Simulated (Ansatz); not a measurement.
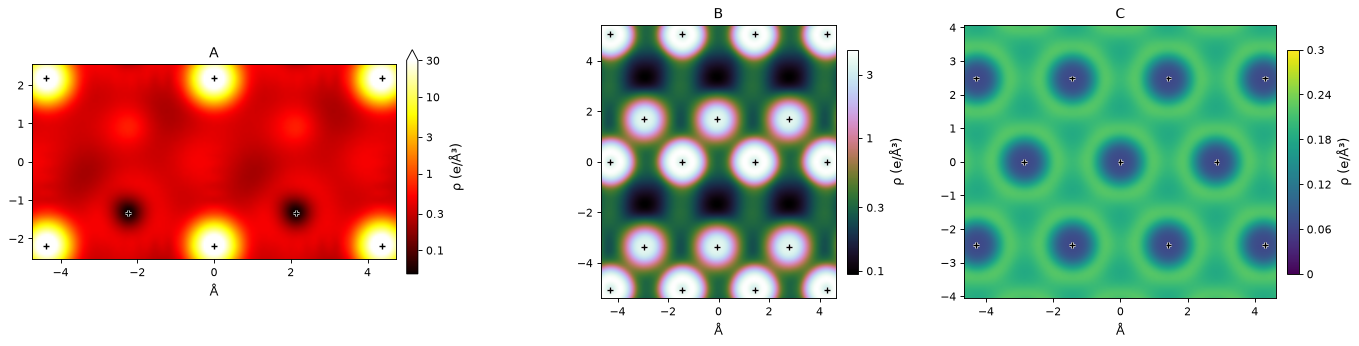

The valence charge density (pseudo) of 3 systems, each on a plane through atoms (crosses mark nuclei in the plane).

Theory: DFT PBEsol, scalar-relativistic, plane waves, PAW in Ansatz.

System 1: TaN, the (100) plane of the conventional cell. Space group Pmn2₁; not relaxed (largest force 1.1 eV/Å).

System 2: CoSi, the (010) plane of the conventional cell. Space group P2₁3; computed without spin polarisation.

```
CELL_PARAMETERS angstrom
4.38583 0.00000 0.00000
0.00000 4.38583 0.00000
0.00000 0.00000 4.38583
ATOMIC_POSITIONS crystal
Co 0.14564 0.14564 0.14564
Co 0.35436 0.85436 0.64564
Co 0.64564 0.35436 0.85436
Co 0.85436 0.64564 0.35436
Si 0.84333 0.84333 0.84333
Si 0.65667 0.15667 0.34333
Si 0.34333 0.65667 0.15667
Si 0.15667 0.34333 0.65667
```

System 3: Al, the (001) plane of the conventional cell. Space group P-3m1; computed pressure about −3 GPa in this cell.

```
CELL_PARAMETERS angstrom
2.02398 -2.02398 0.00000
0.00000 2.02398 -2.02398
9.82797 9.82797 9.82797
ATOMIC_POSITIONS crystal
Al 0.66667 0.33333 0.65677
Al 0.33333 0.66667 0.34323
Al 0.00000 0.00000 0.79406
Al 0.66667 0.33333 0.06865
Al 0.33333 0.66667 0.93135
Al 0.00000 0.00000 0.20594
```

Match each panel to its system.

Answer. Panel A is system 2, CoSi: the plane holds Co and Si. Co–Si (2.31 Å): the density is about 0.49 e/Å³ at the midpoint. Panel B is system 1, TaN: the plane holds Ta and N. Ta–N (2.17 Å): ρ is about 0.62 e/Å³ halfway. Panel C is system 3, Al: the plane holds Al. Al–Al (2.86 Å): ρ is about 0.2 e/Å³ halfway.
